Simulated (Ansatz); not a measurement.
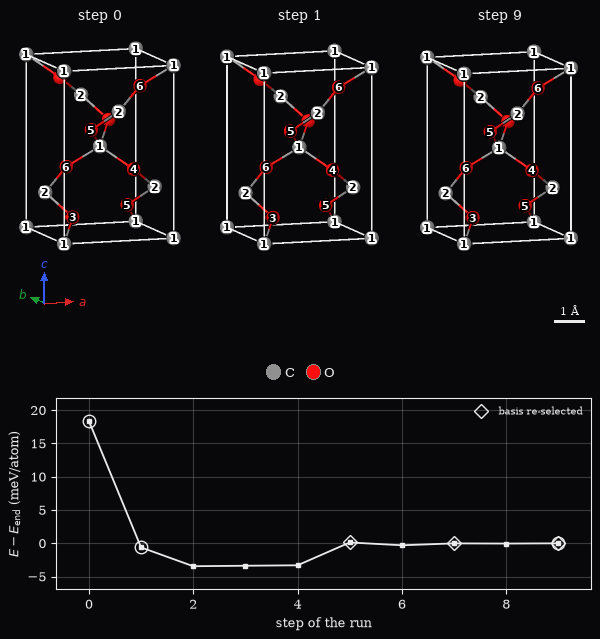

Frames of a relaxation of solid CO2 (built on the measured structure type), marked on the history of the run. A ball-and-stick model of the conventional cell (2 times the calculation's cell), seen slightly off an axis. Lengths and directions refer to the drawn axes.

All numbers below come from DFT, LDA, plane waves, PAW in Ansatz 0.2.0. (plane-wave cutoff 420 eV; k-point mesh 8 × 8 × 8; occupations fermi dirac; smearing width 0.02 eV; no spin polarisation; cell and atoms relaxed; force threshold 0.005 eV/Å)

Question: Describe the path.

Answer: The largest moves relative to the cell, 0.018 Å, are those of O3, O4, O5 and O6. O3 goes along +a. C stays in place. Cell: a = b 3.964 → 3.869 Å (−2.4 %), c 5.984 → 5.894 Å (−1.5 %). Volume −6.2 %. Near-neighbour distances that change, for instance: C1–O3 1.402 → 1.381 Å. The space group stays I-42d (No. 122). After 6 accepted moves (9 points after the start) the energy has fallen by 18.4 meV per atom. Largest force component: 0.53 eV/Å at the start, under 0.0001 eV/Å at the end. Pressure: −13.59 GPa at the start and 0.00 GPa at the end. At 3 points the geometry stayed and the basis and grid were re-selected for the new cell (energy shift of 3.4 meV per atom at most each time). From step 0 to 1: O atoms move most (0.02 Å), volume −4.5 %, energy −19.0 meV per atom. From step 1 to 9: volume −1.8 %, energy +0.6 meV per atom.

```json
{"step": "0", "E − E(0), meV/atom": "0.00", "largest force component, eV/Å": "0.5344", "pressure, GPa": "-13.59", "volume, Å³/atom": "7.837", "note": ""}
{"step": "1", "E − E(0), meV/atom": "-18.99", "largest force component, eV/Å": "0.2722", "pressure, GPa": "-4.58", "volume, Å³/atom": "7.486", "note": ""}
{"step": "2", "E − E(0), meV/atom": "-21.82", "largest force component, eV/Å": "0.0572", "pressure, GPa": "-0.04", "volume, Å³/atom": "7.368", "note": ""}
{"step": "3", "E − E(0), meV/atom": "-21.75", "largest force component, eV/Å": "0.0227", "pressure, GPa": "-0.02", "volume, Å³/atom": "7.381", "note": ""}
{"step": "4", "E − E(0), meV/atom": "-21.68", "largest force component, eV/Å": "0.0003", "pressure, GPa": "0.00", "volume, Å³/atom": "7.388", "note": ""}
{"step": "5", "E − E(0), meV/atom": "-18.25", "largest force component, eV/Å": "0.0012", "pressure, GPa": "-0.73", "volume, Å³/atom": "7.388", "note": "same geometry, new basis"}
{"step": "6", "E − E(0), meV/atom": "-18.68", "largest force component, eV/Å": "0.0006", "pressure, GPa": "-0.01", "volume, Å³/atom": "7.354", "note": ""}
{"step": "7", "E − E(0), meV/atom": "-18.39", "largest force component, eV/Å": "0.0002", "pressure, GPa": "-0.05", "volume, Å³/atom": "7.354", "note": "same geometry, new basis"}
{"step": "8", "E − E(0), meV/atom": "-18.42", "largest force component, eV/Å": "0.0000", "pressure, GPa": "0.00", "volume, Å³/atom": "7.351", "note": ""}
{"step": "9", "E − E(0), meV/atom": "-18.38", "largest force component, eV/Å": "0.0000", "pressure, GPa": "0.00", "volume, Å³/atom": "7.351", "note": "same geometry, new basis"}
```
